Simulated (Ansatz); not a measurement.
# Nudged elastic band, with input and output: TiSi16 (part 2 of 3)

Continued. System: TiSi16 (defect cell, 17 atoms in the cell). Method: DFT PBE, scalar-relativistic, plane waves, PAW, PAW set soft_1, no spin polarisation (Ansatz 0.2.0); cutoff 420 eV, 2×2×2 k-mesh, Gaussian smearing of 0.02 eV. It belongs to a series of runs on one base structure; here: band between the two ends.

Geometry of the input (Å; fractional positions):
```
0.0000  5.4300  5.4300
5.4300  0.0000  5.4300
5.4300  5.4300  0.0000
Si 0.0150  -0.0186  -0.0009
Si 0.1376  0.1202  0.1218
Si 0.0042  0.0003  0.4956
Si 0.1380  0.1164  0.6182
Si 0.0147  0.5047  -0.0012
Si 0.1393  0.6184  0.1235
Si 0.0162  0.4993  0.4854
Si 0.1380  0.6278  0.6180
Si 0.5114  0.0002  -0.0116
Si 0.6341  0.1163  0.1222
Si 0.5117  -0.0024  0.4959
Si 0.6336  0.1244  0.6178
Si 0.5012  0.4994  0.0003
Si 0.6338  0.6277  0.1222
Si 0.5117  0.4950  0.4958
Si 0.6339  0.6242  0.6180
Ti -0.1123  0.3702  0.8719
```

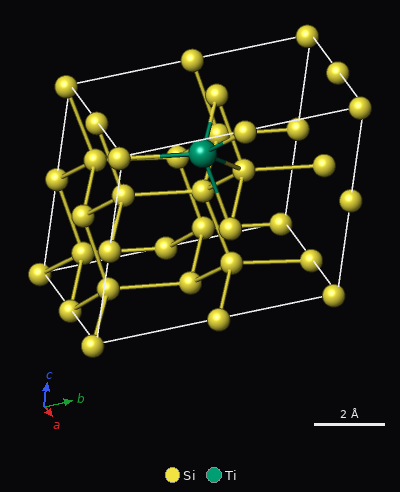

**Figure 1.** The starting structure (ball-and-stick view of the cell of the calculation, seen slightly off an axis). An atom can appear more than once, as a periodic image.

### The program's output, continued
```
NEB image 1
preconditioner: auto → Resta (q_TF=auto, 2.147 Å⁻¹)  ε∞=6.3  [insulator: Δε(μ)=0.046 eV  Ē_g=7.451 eV  σ=0.020 eV  W_gap=0.90  n_scr=58 (ndim 8)  ℏωp=17.1 eV  f_vac=0.000  D(μ)=7.52/eV (n_scr^D=58)  ε∞_Penn≈6.3]
NEB image 2
preconditioner: auto → Kerker (q_TF=auto, 2.147 Å⁻¹)  [metal: Δε(μ)=0.006 eV  Ē_g=7.561 eV  σ=0.020 eV  W_gap=0.17  n_scr=58 (ndim 8)  ℏωp=17.1 eV  f_vac=0.000  D(μ)=18.71/eV (n_scr^D=168)]
NEB image 3
preconditioner: auto → Resta (q_TF=auto, 2.147 Å⁻¹)  ε∞=6.3  [insulator: Δε(μ)=0.045 eV  Ē_g=7.450 eV  σ=0.020 eV  W_gap=0.88  n_scr=58 (ndim 8)  ℏωp=17.1 eV  f_vac=0.000  D(μ)=8.57/eV (n_scr^D=58)  ε∞_Penn≈6.3]
NEB image 2
NSCF: frozen V_eff on 8 k-points
NEB image 3
NSCF: frozen V_eff on 8 k-points
NEB image 1
NSCF: frozen V_eff on 8 k-points
the band table was solved once a step of the walk had ended and its energy, with any forces and stress, was formed, with the checks that follow a solve (2240 applications of the Hamiltonian). They found nothing against the state; the energy, forces and stress were not computed again (output.eigenvalues in the input reference)
NEB image 1, as the band closes
preconditioner: auto → Resta (q_TF=auto, 2.147 Å⁻¹)  ε∞=6.3  [insulator: Δε(μ)=0.047 eV  Ē_g=7.450 eV  σ=0.020 eV  W_gap=0.90  n_scr=58 (ndim 8)  ℏωp=17.1 eV  f_vac=0.000  D(μ)=7.46/eV (n_scr^D=58)  ε∞_Penn≈6.3]
NEB point 1 about image 1
preconditioner: auto → Resta (q_TF=auto, 2.147 Å⁻¹)  ε∞=6.3  [insulator: Δε(μ)=0.037 eV  Ē_g=7.450 eV  σ=0.020 eV  W_gap=0.81  n_scr=58 (ndim 8)  ℏωp=17.1 eV  f_vac=0.000  D(μ)=10.50/eV (n_scr^D=64)  ε∞_Penn≈6.3]
NEB point 2 about image 1
preconditioner: auto → Resta (q_TF=auto, 2.147 Å⁻¹)  ε∞=6.3  [insulator: Δε(μ)=0.045 eV  Ē_g=7.450 eV  σ=0.020 eV  W_gap=0.89  n_scr=58 (ndim 8)  ℏωp=17.1 eV  f_vac=0.000  D(μ)=9.43/eV (n_scr^D=58)  ε∞_Penn≈6.3]
NEB point 3 about image 1
preconditioner: auto → Resta (q_TF=auto, 2.147 Å⁻¹)  ε∞=6.3  [insulator: Δε(μ)=0.031 eV  Ē_g=7.448 eV  σ=0.020 eV  W_gap=0.72  n_scr=58 (ndim 8)  ℏωp=17.1 eV  f_vac=0.000  D(μ)=11.57/eV (n_scr^D=88)  ε∞_Penn≈6.3]
NEB point 4 about image 1
preconditioner: auto → Kerker (q_TF=auto, 2.147 Å⁻¹)  [metal: Δε(μ)=0.018 eV  Ē_g=7.448 eV  σ=0.020 eV  W_gap=0.45  n_scr=58 (ndim 8)  ℏωp=17.1 eV  f_vac=0.000  D(μ)=18.90/eV (n_scr^D=168)]
preconditioner: auto → Resta (q_TF=auto, 2.147 Å⁻¹)  ε∞=6.3  [insulator: Δε(μ)=0.023 eV  Ē_g=7.447 eV  σ=0.020 eV  W_gap=0.57  n_scr=58 (ndim 8)  ℏωp=17.1 eV  f_vac=0.000  D(μ)=16.68/eV (n_scr^D=168)  ε∞_Penn≈6.3]
NEB point 5 about image 1
preconditioner: auto → Resta (q_TF=auto, 2.147 Å⁻¹)  ε∞=6.3  [insulator: Δε(μ)=0.053 eV  Ē_g=7.453 eV  σ=0.020 eV  W_gap=0.94  n_scr=58 (ndim 8)  ℏωp=17.1 eV  f_vac=0.000  D(μ)=3.23/eV (n_scr^D=14)  ε∞_Penn≈6.3]
NEB point 6 about image 1
preconditioner: auto → Kerker (q_TF=auto, 2.147 Å⁻¹)  [metal: Δε(μ)=0.016 eV  Ē_g=7.449 eV  σ=0.020 eV  W_gap=0.44  n_scr=58 (ndim 8)  ℏωp=17.1 eV  f_vac=0.000  D(μ)=19.32/eV (n_scr^D=180)]
preconditioner: auto → Resta (q_TF=auto, 2.147 Å⁻¹)  ε∞=6.3  [insulator: Δε(μ)=0.023 eV  Ē_g=7.448 eV  σ=0.020 eV  W_gap=0.58  n_scr=58 (ndim 8)  ℏωp=17.1 eV  f_vac=0.000  D(μ)=17.09/eV (n_scr^D=168)  ε∞_Penn≈6.3]
NEB point 7 about image 1
preconditioner: auto → Kerker (q_TF=auto, 2.147 Å⁻¹)  [metal: Δε(μ)=0.005 eV  Ē_g=7.446 eV  σ=0.020 eV  W_gap=0.13  n_scr=58 (ndim 8)  ℏωp=17.1 eV  f_vac=0.000  D(μ)=21.93/eV (n_scr^D=258)]
preconditioner: auto → Resta (q_TF=auto, 2.147 Å⁻¹)  ε∞=6.3  [insulator: Δε(μ)=0.033 eV  Ē_g=7.439 eV  σ=0.020 eV  W_gap=0.63  n_scr=58 (ndim 8)  ℏωp=17.1 eV  f_vac=0.000  D(μ)=23.10/eV (n_scr^D=258)  ε∞_Penn≈6.3]
NEB point 8 about image 1
preconditioner: auto → Resta (q_TF=auto, 2.147 Å⁻¹)  ε∞=6.3  [insulator: Δε(μ)=0.049 eV  Ē_g=7.450 eV  σ=0.020 eV  W_gap=0.91  n_scr=58 (ndim 8)  ℏωp=17.1 eV  f_vac=0.000  D(μ)=4.63/eV (n_scr^D=14)  ε∞_Penn≈6.3]
NEB point 9 about image 1
preconditioner: auto → Resta (q_TF=auto, 2.147 Å⁻¹)  ε∞=6.3  [insulator: Δε(μ)=0.031 eV  Ē_g=7.450 eV  σ=0.020 eV  W_gap=0.72  n_scr=58 (ndim 8)  ℏωp=17.1 eV  f_vac=0.000  D(μ)=17.11/eV (n_scr^D=168)  ε∞_Penn≈6.3]
NEB point 10 about image 1
preconditioner: auto → Resta (q_TF=auto, 2.147 Å⁻¹)  ε∞=6.3  [insulator: Δε(μ)=0.047 eV  Ē_g=7.450 eV  σ=0.020 eV  W_gap=0.90  n_scr=58 (ndim 8)  ℏωp=17.1 eV  f_vac=0.000  D(μ)=6.95/eV (n_scr^D=50)  ε∞_Penn≈6.3]
NEB point 11 about image 1
preconditioner: auto → Kerker (q_TF=auto, 2.147 Å⁻¹)  [metal: Δε(μ)=0.017 eV  Ē_g=7.447 eV  σ=0.020 eV  W_gap=0.45  n_scr=58 (ndim 8)  ℏωp=17.1 eV  f_vac=0.000  D(μ)=14.51/eV (n_scr^D=136)]
preconditioner: auto → Resta (q_TF=auto, 2.147 Å⁻¹)  ε∞=6.3  [insulator: Δε(μ)=0.020 eV  Ē_g=7.447 eV  σ=0.020 eV  W_gap=0.52  n_scr=58 (ndim 8)  ℏωp=17.1 eV  f_vac=0.000  D(μ)=14.18/eV (n_scr^D=112)  ε∞_Penn≈6.3]
NEB point 12 about image 1
preconditioner: auto → Resta (q_TF=auto, 2.147 Å⁻¹)  ε∞=6.3  [insulator: Δε(μ)=0.023 eV  Ē_g=7.450 eV  σ=0.020 eV  W_gap=0.58  n_scr=58 (ndim 8)  ℏωp=17.1 eV  f_vac=0.000  D(μ)=14.55/eV (n_scr^D=136)  ε∞_Penn≈6.3]
NEB point 13 about image 1
preconditioner: auto → Resta (q_TF=auto, 2.147 Å⁻¹)  ε∞=6.3  [insulator: Δε(μ)=0.021 eV  Ē_g=7.450 eV  σ=0.020 eV  W_gap=0.53  n_scr=58 (ndim 8)  ℏωp=17.1 eV  f_vac=0.000  D(μ)=15.10/eV (n_scr^D=136)  ε∞_Penn≈6.3]
NEB point 14 about image 1
preconditioner: auto → Resta (q_TF=auto, 2.147 Å⁻¹)  ε∞=6.3  [insulator: Δε(μ)=0.039 eV  Ē_g=7.451 eV  σ=0.020 eV  W_gap=0.83  n_scr=58 (ndim 8)  ℏωp=17.1 eV  f_vac=0.000  D(μ)=10.11/eV (n_scr^D=64)  ε∞_Penn≈6.3]
NEB point 15 about image 1
preconditioner: auto → Kerker (q_TF=auto, 2.147 Å⁻¹)  [metal: Δε(μ)=0.009 eV  Ē_g=7.451 eV  σ=0.020 eV  W_gap=0.24  n_scr=58 (ndim 8)  ℏωp=17.1 eV  f_vac=0.000  D(μ)=26.65/eV (n_scr^D=330)]
preconditioner: auto → Resta (q_TF=auto, 2.147 Å⁻¹)  ε∞=6.3  [insulator: Δε(μ)=0.023 eV  Ē_g=7.448 eV  σ=0.020 eV  W_gap=0.57  n_scr=58 (ndim 8)  ℏωp=17.1 eV  f_vac=0.000  D(μ)=20.43/eV (n_scr^D=180)  ε∞_Penn≈6.3]
NEB point 16 about image 1
preconditioner: auto → Resta (q_TF=auto, 2.147 Å⁻¹)  ε∞=6.3  [insulator: Δε(μ)=0.035 eV  Ē_g=7.449 eV  σ=0.020 eV  W_gap=0.78  n_scr=58 (ndim 8)  ℏωp=17.1 eV  f_vac=0.000  D(μ)=9.01/eV (n_scr^D=58)  ε∞_Penn≈6.3]
NEB point 17 about image 1
preconditioner: auto → Resta (q_TF=auto, 2.147 Å⁻¹)  ε∞=6.3  [insulator: Δε(μ)=0.021 eV  Ē_g=7.453 eV  σ=0.020 eV  W_gap=0.53  n_scr=58 (ndim 8)  ℏωp=17.1 eV  f_vac=0.000  D(μ)=18.23/eV (n_scr^D=168)  ε∞_Penn≈6.3]
NEB point 18 about image 1
preconditioner: auto → Resta (q_TF=auto, 2.147 Å⁻¹)  ε∞=6.3  [insulator: Δε(μ)=0.024 eV  Ē_g=7.451 eV  σ=0.020 eV  W_gap=0.60  n_scr=58 (ndim 8)  ℏωp=17.1 eV  f_vac=0.000  D(μ)=15.47/eV (n_scr^D=136)  ε∞_Penn≈6.3]
NEB point 19 about image 1
preconditioner: auto → Resta (q_TF=auto, 2.147 Å⁻¹)  ε∞=6.3  [insulator: Δε(μ)=0.030 eV  Ē_g=7.453 eV  σ=0.020 eV  W_gap=0.71  n_scr=58 (ndim 8)  ℏωp=17.1 eV  f_vac=0.000  D(μ)=12.94/eV (n_scr^D=112)  ε∞_Penn≈6.3]
NEB point 20 about image 1
preconditioner: auto → Resta (q_TF=auto, 2.147 Å⁻¹)  ε∞=6.3  [insulator: Δε(μ)=0.026 eV  Ē_g=7.450 eV  σ=0.020 eV  W_gap=0.64  n_scr=58 (ndim 8)  ℏωp=17.1 eV  f_vac=0.000  D(μ)=17.61/eV (n_scr^D=168)  ε∞_Penn≈6.3]
NEB point between images 0 and 1
preconditioner: auto → Resta (q_TF=auto, 2.147 Å⁻¹)  ε∞=6.3  [insulator: Δε(μ)=0.045 eV  Ē_g=7.422 eV  σ=0.020 eV  W_gap=0.89  n_scr=58 (ndim 8)  ℏωp=17.1 eV  f_vac=0.000  D(μ)=4.26/eV (n_scr^D=14)  ε∞_Penn≈6.3]
NEB point between images 1 and 2
preconditioner: auto → Kerker (q_TF=auto, 2.147 Å⁻¹)  [metal: Δε(μ)=0.013 eV  Ē_g=7.418 eV  σ=0.020 eV  W_gap=0.33  n_scr=58 (ndim 8)  ℏωp=17.1 eV  f_vac=0.001  D(μ)=22.00/eV (n_scr^D=258)]
preconditioner: auto → Resta (q_TF=auto, 2.147 Å⁻¹)  ε∞=6.3  [insulator: Δε(μ)=0.036 eV  Ē_g=7.453 eV  σ=0.020 eV  W_gap=0.79  n_scr=58 (ndim 8)  ℏωp=17.1 eV  f_vac=0.000  D(μ)=9.26/eV (n_scr^D=58)  ε∞_Penn≈6.3]
NEB point between images 2 and 3
preconditioner: auto → Resta (q_TF=auto, 2.147 Å⁻¹)  ε∞=6.2  [insulator: Δε(μ)=0.030 eV  Ē_g=7.499 eV  σ=0.020 eV  W_gap=0.70  n_scr=58 (ndim 8)  ℏωp=17.1 eV  f_vac=0.000  D(μ)=13.76/eV (n_scr^D=112)  ε∞_Penn≈6.2]
preconditioner: auto → Kerker (q_TF=auto, 2.147 Å⁻¹)  [metal: Δε(μ)=0.009 eV  Ē_g=7.491 eV  σ=0.020 eV  W_gap=0.24  n_scr=58 (ndim 8)  ℏωp=17.1 eV  f_vac=0.000  D(μ)=26.33/eV (n_scr^D=330)]
NEB point between images 3 and 4
preconditioner: auto → Resta (q_TF=auto, 2.147 Å⁻¹)  ε∞=6.3  [insulator: Δε(μ)=0.042 eV  Ē_g=7.424 eV  σ=0.020 eV  W_gap=0.87  n_scr=58 (ndim 8)  ℏωp=17.1 eV  f_vac=0.000  D(μ)=5.27/eV (n_scr^D=26)  ε∞_Penn≈6.3]
NEB point between images 0 and 1
preconditioner: auto → Resta (q_TF=auto, 2.147 Å⁻¹)  ε∞=6.3  [insulator: Δε(μ)=0.035 eV  Ē_g=7.413 eV  σ=0.020 eV  W_gap=0.78  n_scr=58 (ndim 8)  ℏωp=17.1 eV  f_vac=0.001  D(μ)=8.29/eV (n_scr^D=58)  ε∞_Penn≈6.3]
preconditioner: auto → Kerker (q_TF=auto, 2.147 Å⁻¹)  [metal: Δε(μ)=0.009 eV  Ē_g=7.473 eV  σ=0.020 eV  W_gap=0.26  n_scr=58 (ndim 8)  ℏωp=17.1 eV  f_vac=0.000  D(μ)=38.48/eV (n_scr^D=536)]
NEB point between images 0 and 1
preconditioner: auto → Resta (q_TF=auto, 2.147 Å⁻¹)  ε∞=6.3  [insulator: Δε(μ)=0.024 eV  Ē_g=7.441 eV  σ=0.020 eV  W_gap=0.60  n_scr=58 (ndim 8)  ℏωp=17.1 eV  f_vac=0.000  D(μ)=13.21/eV (n_scr^D=112)  ε∞_Penn≈6.3]
NEB point between images 1 and 2
eigensolver tolerance schedule calibrated: the retry pair's looser diagonalisation under-reported the residual by θ = 0.07 (0.12/decade); ethr = c·dr2/N_el runs at the constant in force after the calibration composes with the one it found (an armed cap, an earlier calibration), c = 7.3e-2
preconditioner: auto → Resta (q_TF=auto, 2.147 Å⁻¹)  ε∞=6.3  [insulator: Δε(μ)=0.036 eV  Ē_g=7.438 eV  σ=0.020 eV  W_gap=0.80  n_scr=58 (ndim 8)  ℏωp=17.1 eV  f_vac=0.000  D(μ)=8.51/eV (n_scr^D=58)  ε∞_Penn≈6.3]
NEB point between images 1 and 2
preconditioner: auto → Resta (q_TF=auto, 2.147 Å⁻¹)  ε∞=6.3  [insulator: Δε(μ)=0.078 eV  Ē_g=7.411 eV  σ=0.020 eV  W_gap=0.99  n_scr=58 (ndim 8)  ℏωp=17.1 eV  f_vac=0.001  D(μ)=0.37/eV (n_scr^D=0)  ε∞_Penn≈6.3]
NEB point between images 2 and 3
preconditioner: auto → Kerker (q_TF=auto, 2.147 Å⁻¹)  [metal: Δε(μ)=0.009 eV  Ē_g=7.539 eV  σ=0.020 eV  W_gap=0.24  n_scr=58 (ndim 8)  ℏωp=17.1 eV  f_vac=0.000  D(μ)=29.02/eV (n_scr^D=338)]
NEB point between images 2 and 3
preconditioner: auto → Resta (q_TF=auto, 2.147 Å⁻¹)  ε∞=6.3  [insulator: Δε(μ)=0.193 eV  Ē_g=7.444 eV  σ=0.020 eV  W_gap=1.00  n_scr=58 (ndim 8)  ℏωp=17.1 eV  f_vac=0.000  D(μ)=0.00/eV (n_scr^D=0)  ε∞_Penn≈6.3]
NEB point between images 3 and 4
preconditioner: auto → Resta (q_TF=auto, 2.147 Å⁻¹)  ε∞=6.3  [insulator: Δε(μ)=0.023 eV  Ē_g=7.442 eV  σ=0.020 eV  W_gap=0.58  n_scr=58 (ndim 8)  ℏωp=17.1 eV  f_vac=0.000  D(μ)=13.48/eV (n_scr^D=112)  ε∞_Penn≈6.3]
NEB point between images 3 and 4
preconditioner: auto → Resta (q_TF=auto, 2.147 Å⁻¹)  ε∞=6.3  [insulator: Δε(μ)=0.035 eV  Ē_g=7.417 eV  σ=0.020 eV  W_gap=0.78  n_scr=58 (ndim 8)  ℏωp=17.1 eV  f_vac=0.001  D(μ)=8.01/eV (n_scr^D=58)  ε∞_Penn≈6.3]
preconditioner: auto → Kerker (q_TF=auto, 2.147 Å⁻¹)  [metal: Δε(μ)=0.009 eV  Ē_g=7.477 eV  σ=0.020 eV  W_gap=0.24  n_scr=58 (ndim 8)  ℏωp=17.1 eV  f_vac=0.000  D(μ)=37.75/eV (n_scr^D=530)]
NEB iter  31: max|band force component| = 2.680e-2 eV/Å  barrier→ = 1.7351 eV  barrier← = 1.7351 eV  CI = image 1  CI's point: of a kind that is not told: the force calls were inconclusive, a negative curvature could not be distinguished from the path's own, the only one lies far off the path, or fixed occupations may fill a level only in part  Δτ_max = 0.0000 Å  (284 SCF iters)
```

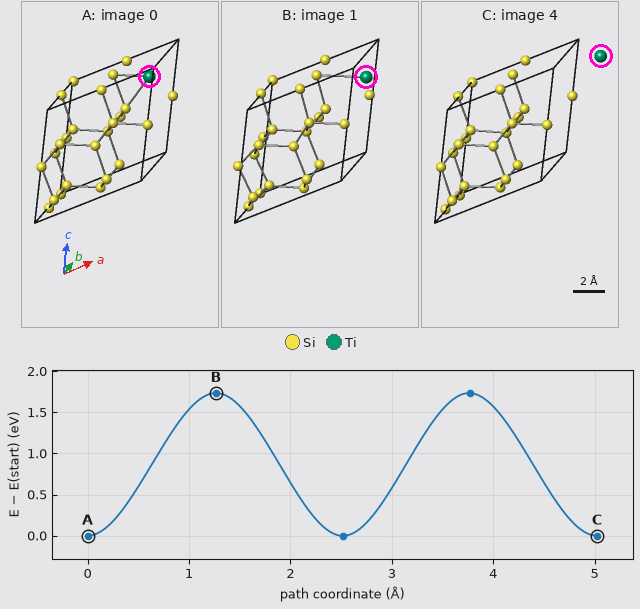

**Figure 2.** Images of the last band (counted from 0; ball-and-stick, reduced simulation cell, seen slightly off an axis), with the moving atom and its periodic copies ringed, above the energy along the path; the line is a cubic interpolation that uses the forces. The highest image is number 1, 1.735 eV above the start and 1.735 eV above the end (the climbing image); start and end have the same energy. The path is 5.02 Å long, and Ti17 moves most (3.71 Å). The band converged in 31 iterations.

```
WARN: NEB: the barrier is in doubt: the climbing image shows signs of a second negative curvature. Check it with more images (neb.images), a lower neb.f_tol or relaxed end points
Free energy (F): -12668.481631 eV
Harris-Foulkes:  -12668.481631 eV  (|F-HF|=5.46e-12)
Internal energy: -12668.480139 eV  (E = F + TS)
E sigma→0 (E₀):  -12668.480885 eV
Entropy (-TS):   -0.001492 eV (-0.088 meV/atom)
Fermi energy:    7.592717 eV
--- Per-component energies (eV) ---
  E_band       = -102.210459
  E_kinetic    = 949.651485
  E_local      = -2087.487514  (includes V_loc(G=0)·N_el)
  E_nonlocal   = 430.046883
  E_hartree    = 862.103121
  E_xc         = -1024.720756
  E_vxc        = -916.487876  (∫ρ·V_xc dr)
  E_paw        = -9229.659227  (= ΣΔE_a)
  E_vpaw       = -202.140253  (= ΣTr[D̂ρ^β])
  E_aug_tail   = 0.000534  (compensation charges beyond the density's cutoff)
  E_ewald      = -2568.414664
  E_smearing   = -0.001492  (= −TS)
  E_closure    = -0.000000  (closes the sum)
  Σ components = -12668.481631   (vs F -12668.481631, Δ=0.00e0)
--- Forces (eV/Å), atoms counted from 1 ---
[...]
  atom   1  Si    -0.01546351     0.00470828    -0.00721730
  atom   2  Si     0.00184915    -0.00010255    -0.01329690
  atom   3  Si    -0.00665066    -0.01808755    -0.01905967
  atom   4  Si    -0.00093831    -0.00671516    -0.00644850
  atom   5  Si    -0.00981337    -0.00116522    -0.00157621
  atom   6  Si    -0.02351956     0.00639381     0.01465839
  atom   7  Si    -0.00901005     0.00092024    -0.00293658
  atom   8  Si     0.00112503    -0.01340129    -0.00296474
  atom   9  Si     0.01489630     0.00590177     0.00163052
  atom  10  Si     0.00558312     0.01061818     0.00479832
  atom  11  Si     0.01044201    -0.00457154    -0.00486084
  atom  12  Si     0.02334529    -0.00851846    -0.00828169
  atom  13  Si    -0.00179776     0.01867592     0.01813512
  atom  14  Si     0.01211056     0.01100752     0.01240121
  atom  15  Si     0.01352535     0.00192619     0.00560939
  atom  16  Si     0.00241728     0.00383164     0.01427197
  atom  17  Ti    -0.01810058    -0.01142093    -0.00486252
  max |Σ_I F_I| component: 8.37e-7 eV/Å
--- Band table (eV; the first three rows and the last of 8) ---
  k-point 0: bands = ["-49.0833", "-25.5466", "-25.4559", "-25.4539", "-5.0040", "-2.8128", "-2.6613", "-2.5151", "-2.5147", "-1.0966", "-0.9923", "-0.9917", "-0.8536", "-0.5778", "-0.5745", "-0.0700", "-0.0440", "-0.0251", "-0.0231", "3.8132", "4.0073", "4.0082", "4.0909", "4.0916", "4.3647", "4.9819", "4.9846", "5.5561", "5.6403", "5.6416", "5.9780", "5.9847", "6.1024", "6.3328", "6.3379", "6.7638", "7.3340", "7.3383", "7.3779", "7.3926", "7.4671", "7.6157", "7.6622", "7.6642", "7.9877", "8.4119", "8.8437", "8.8467", "9.2232", "9.5517", "9.5530", "9.6229", "9.9644", "9.9700", "10.1555"]
```
